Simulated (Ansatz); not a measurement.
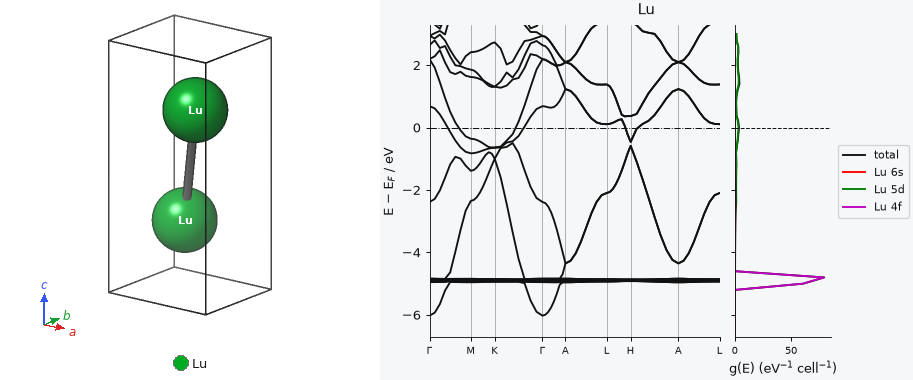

Band structure and density of states, beside the structure. Energies are counted from the Fermi level. The path runs straight from each named point to the next. The partial curves are projected on atomic shells.

Calculation on Lu, space group P6_3/mmc (No. 194), 2 atoms in the cell.

Ansatz 0.2.0; DFT, PBE, all-electron LAPW, scalar-relativistic, no spin polarisation, 12×12×6 k mesh.

Q: Does this material conduct, going by its bands?

A: A metal: 2 bands cross the Fermi level along this path.

Q: What is the density of states at the Fermi level?

A: The density of states at the Fermi level is about 3.5 per eV and cell (mean within 0.25 eV), or 1.7 per atom.

Q: Which states dominate at the Fermi level?

A: By projected weight, the states within 0.3 eV of the Fermi level are Lu 5d almost alone.

Q: Where is the tallest peak in the window, and which states make it?

A: The tallest peak in the window is at −4.8 eV; by projected weight it is Lu 4f almost alone.

Spin-orbit coupling is left out, which matters for Lu. The run has no spin polarisation, and a density of states this high at the Fermi level may favour a magnetic state.
